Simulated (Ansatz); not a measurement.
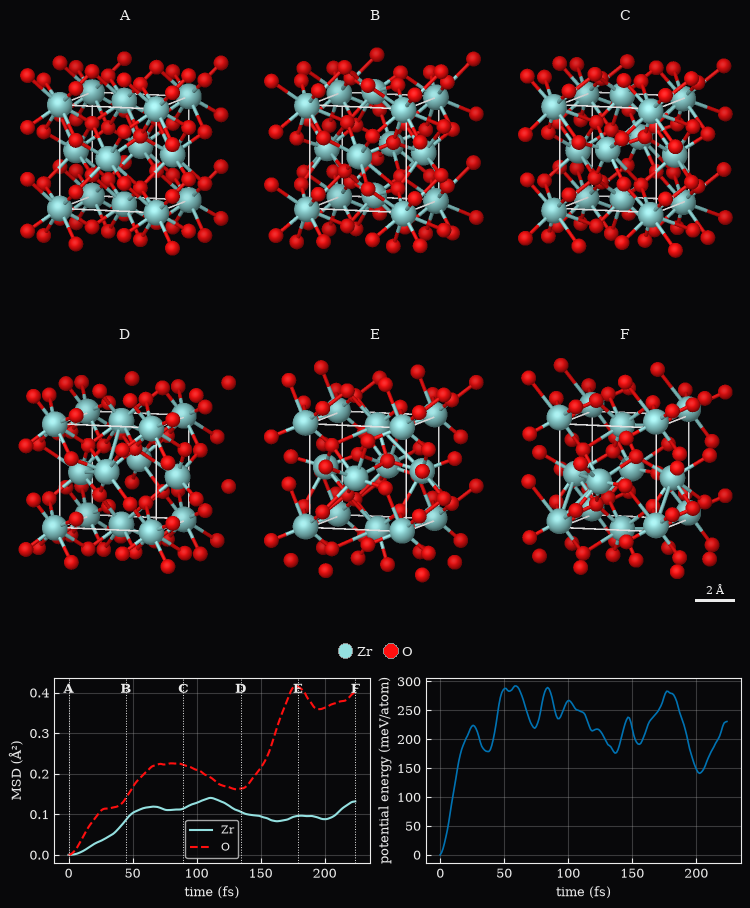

A Born-Oppenheimer molecular dynamics run of a 12-atom cell of ZrO2 (set up in P4_2/nmc), 224 fs long. The cell was cut from the crystal with space group P4_2/nmc. Frames (A at 0 fs, B at 45 fs, C at 90 fs, D at 134 fs, E at 179 fs, F at 224 fs) and the history of the run. Style: ball-and-stick. Shown: the simulation cell, slightly off an axis. Bonds to atoms that aren't drawn are left out.

These are results of DFT PBEsol, scalar-relativistic, plane waves, PAW in Ansatz, not measurements. Settings: plane-wave cutoff 420 eV; k-point mesh 2 × 2 × 2; Fermi-Dirac smearing 0.24 eV; low-accuracy preset; volume 1.15 times that of the relaxed crystal; Langevin thermostat (NVT); set temperature 2800 K; time step 1.12 fs; friction 0.02 per fs.

**Describe the run.**

The mean temperature in the second half is 2742 K (standard deviation 496 K). The potential energy in the second half lies on average 213 meV per atom above the first frame. Root-mean-square distances from the starting positions over the second half, with the common drift of all atoms taken out: O 0.54 Å, Zr 0.32 Å. Against the typical shortest distance between atoms in the first frame, about 2.2 Å these are large excursions, but over 224 fs one can't yet tell strong vibration from the start of diffusion.

Limits of the set-up: the program's low-accuracy preset was used.

PAW datasets: the set soft_1.
